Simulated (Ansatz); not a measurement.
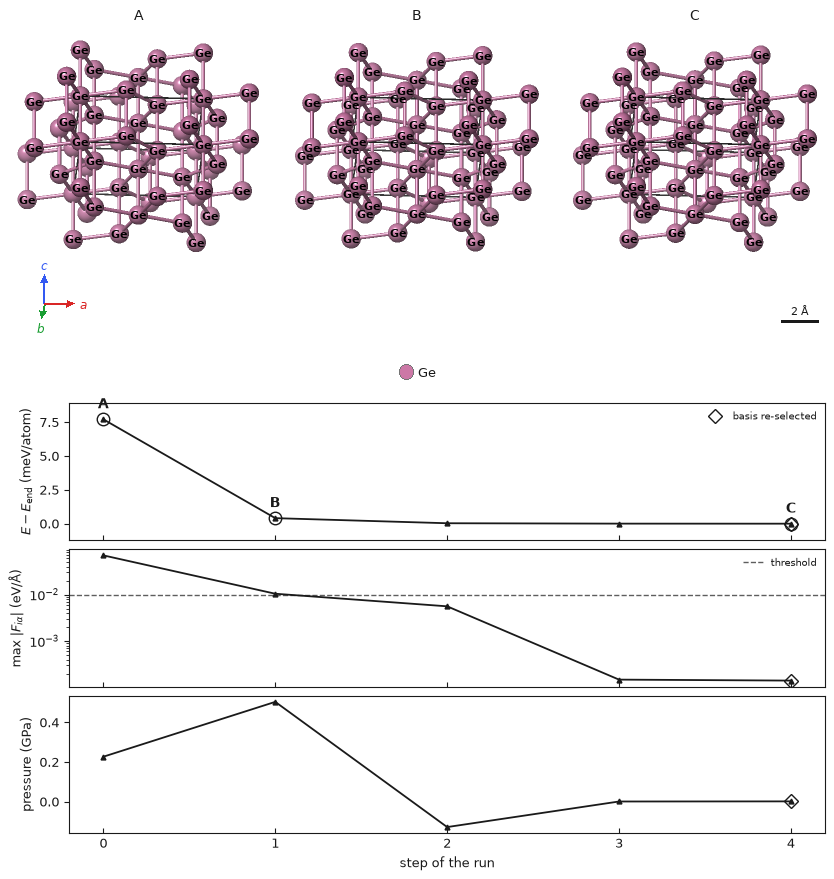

Frames of a relaxation of a crystal of Ge (a generated structure, set up in P4/mbm), marked on the history of the run. The picture is a ball-and-stick view of the cell of the calculation, seen from a free direction.

Method: DFT PBE, scalar-relativistic, plane waves, PAW (Ansatz). (plane-wave cutoff 420 eV; k-point mesh 6 × 6 × 14; occupations gaussian; smearing width 0.1 eV; no spin polarisation; cell and atoms relaxed; force threshold 0.01 eV/Å; at most 80 steps)

### What happens along the run?

Over 3 accepted moves (4 points after the start) the energy falls by 7.7 meV per atom. The largest force component goes from 0.069 to 0.00014 eV/Å. The pressure goes from 0.23 to 0.00 GPa. At 1 point the geometry stayed and the basis and grid were re-selected for the new cell (energy shift of less than 0.05 meV per atom at most each time). No atom moves by more than 0.005 Å relative to the cell. Cell: a = b 6.742 → 6.821 Å (+1.2 %), c 2.767 → 2.707 Å (−2.2 %). Volume +0.1 %. Near-neighbour distances that change, for instance: Ge–Ge 2.767 → 2.707 Å, Ge–Ge 2.547 → 2.583 Å, Ge–Ge 2.630 → 2.659 Å. The space group stays P4/mbm (No. 127). Cost: 3.3 min on 1 thread of Arm Neoverse V1 (shared host), peak memory 0.62 GiB. From step 0 to 1: volume −0.7 %, energy −7.3 meV per atom. From step 1 to 4: volume +0.8 %, energy −0.4 meV per atom.

| step | E − E(0), meV/atom | largest force component, eV/Å | pressure, GPa | volume, Å³/atom | note |
| --- | --- | --- | --- | --- | --- |
| 0 | 0.00 | 0.0693 | 0.23 | 20.965 |  |
| 1 | -7.31 | 0.0104 | 0.50 | 20.826 |  |
| 2 | -7.68 | 0.0056 | -0.13 | 21.036 |  |
| 3 | -7.71 | 0.0001 | 0.00 | 20.991 |  |
| 4 | -7.72 | 0.0001 | 0.00 | 20.991 | same geometry, new basis |
